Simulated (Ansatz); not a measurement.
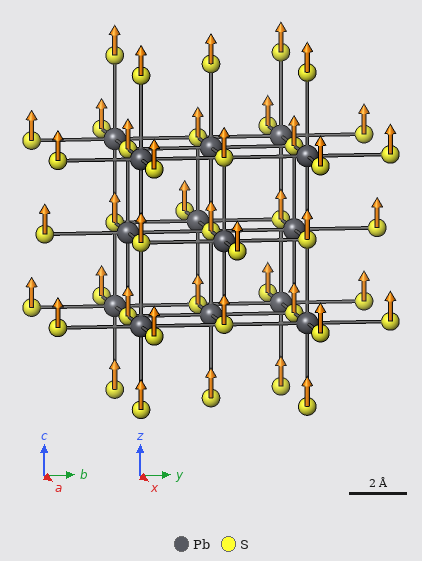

Energy scan for crystalline PbS (Fm-3m), in which the whole S sublattice is shifted rigidly, along Cartesian [0 0 1], all else fixed. The picture shows the reference cell. The orange arrows give the direction of positive displacement. Style: ball-and-stick. Shown: the conventional cell (4 times the calculation's cell), along the a axis, with a slight tilt. Lengths and directions refer to the drawn axes.

Level of theory: DFT r2SCAN, scalar-relativistic, plane waves, PAW in Ansatz 0.2.0. Set-up: plane-wave cutoff 500 eV; k-point mesh 8 × 8 × 8; occupations gaussian; smearing width 0.05 eV; no spin polarisation. Energies (free energies at the smearing named) are counted from the cell as listed in its source, which wasn't relaxed.

Input
```yaml
crystal:
  lattice:
    - [0.0, 2.965, 2.965]
    - [2.965, 0.0, 2.965]
    - [2.965, 2.965, 0.0]
  atoms:
    - { symbol: Pb, position: [0.0, 0.0, 0.0] }
    - { symbol: S, position: [0.5, 0.5, 0.5] }
basis:
  ecutwfc: 500
kpoints:
  mp_grid: { grid: [8, 8, 8] }
hamiltonian:
  xc: r2scan
scf:
  occupations: { method: gaussian, width: 0.05 }
output:
  forces: true
  stress: true
  eigenvalues: true
  write_density: true
  write_potential: true
  elf: true
  volumetric_format: npy
```

Command:
```bash
ansatz run input.yaml --threads 1 --pin off --max-ram 2560MiB --backend cpu --events-out ev --progress --plain --runs-dir out
```

**Predict the energy profile (the displacement: −0.5000, −0.3750, −0.2500, −0.1250, 0.0000, 0.0625, 0.1250, 0.1875, 0.2500, 0.3125, 0.3750, 0.4375, 0.5000 Å).**

| displacement (Å) | ΔE (meV/cell) |
| --- | --- |
| −0.5000 | 248.2 |
| −0.3750 | 92.0 |
| −0.2500 | 25.1 |
| −0.1250 | 3.8 |
| 0.0000 | 0.0 |
| 0.0625 | 0.8 |
| 0.1250 | 3.8 |
| 0.1875 | 10.9 |
| 0.2500 | 25.1 |
| 0.3125 | 50.5 |
| 0.3750 | 92.0 |
| 0.4375 | 155.5 |
| 0.5000 | 248.2 |

Points that are alike by symmetry were computed once.

The lowest computed point lies at the displacement 0.00 Å (0.0 meV/cell). The end points stand at 248.2 meV/cell (−0.50 Å) and 248.2 meV/cell (0.50 Å). The well is symmetric. At the highest point the shortest interatomic distance is 2.46 Å, against 2.96 Å in the reference. The distortion takes the space group from Fm-3m to I4mm.
